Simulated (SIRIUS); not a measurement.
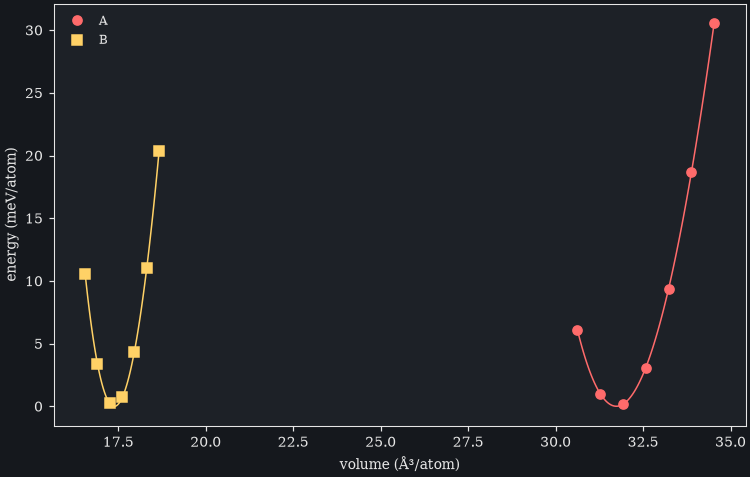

The figure compares two calculations of the energy against volume, each curve from its own zero. The first is for MgS, space group Fm-3m (No. 225).

The cell holds 2 atoms.

Calculation (SIRIUS 7.12.0): all-electron LAPW DFT, no spin polarisation; energies at scaled volumes of the given cell, shape and fractions fixed, counted from the fit's minimum, third-order Birch-Murnaghan fit. Level: PBEsol.

- k mesh: 9×9×9
- occupations: Fermi–Dirac
- smearing width: 0.05 eV
- potentials: all electron FP LAPW
- program settings: basis apw+lo standard, gk cutoff 3.41 1/bohr, pw cutoff 20 1/bohr

In the second, Mg is replaced by Ba on all its sites, which gives BaS in the same structure. The second calculation uses k mesh 7×7×7.

Question: Which of A and B is the second calculation, and what did the change do?

Answer: A. The equilibrium volume rises from 17.39 to 31.74 Å³/atom (+83 %) and the bulk modulus falls from 78.1 to 46.7 GPa (−40 %).

V0 and the bulk modulus come from third-order Birch–Murnaghan fits.
